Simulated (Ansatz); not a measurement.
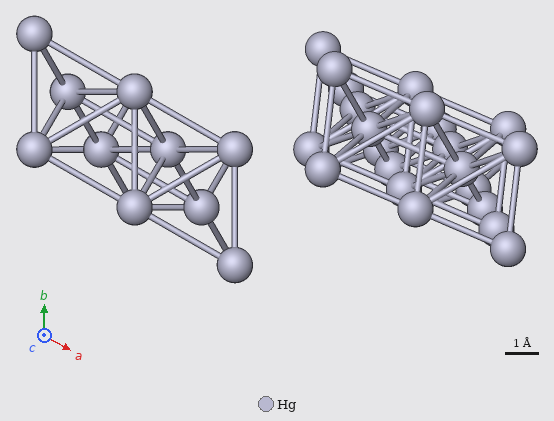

Two geometries of a crystal of Hg (built on the database structure type), drawn at one scale. One is the start of a relaxation, the other its converged end. Style: ball-and-stick. Shown: the conventional cell (3 times the calculation's cell), repeated 2 × 1 × 1 with one cell outlined, along the c axis. Lengths and directions refer to the drawn axes.

Method: DFT, PBE-D3(BJ), plane waves, PAW (Ansatz). Settings: plane-wave cutoff 420 eV; k-point mesh 8 × 8 × 4; occupations fermi dirac; smearing width 0.02 eV; no spin polarisation; cell and atoms relaxed; force threshold 0.005 eV/Å.

Question: Which geometry has the lower energy?

Answer: The right one is the relaxed one. The energy falls by 58.5 meV per atom in 23 accepted moves (29 points after the start). The largest force component goes from 0.0011 to 0.00079 eV/Å. The pressure goes from −1.72 to 0.01 GPa. The line search rejected the trial steps at points 4, 11, 13, 21 of the run. The SCF was repeated twice at an unchanged geometry on a basis and grid sized afresh for the cell, which shifted the energy by 1.1 meV per atom at most. The largest moves relative to the cell, 0.56 Å, are those of Hg atoms. The drawn cell changes as follows: a = b 3.606 → 3.144 Å (−12.8 %), c 25.332 → 24.170 Å (−4.6 %), α 90.0° → 92.9°, β 90.0° → 87.1°, γ 119.9° → 106.7°; the volume changes by −20.0 %. Among the contacts that change: Hg–Hg 3.469 → 4.000 Å, Hg–Hg 3.606 → 3.144 Å, Hg–Hg 3.519 → 3.303 Å, Hg–Hg 3.458 → 3.303 Å. The space group stays C2/m (No. 12).
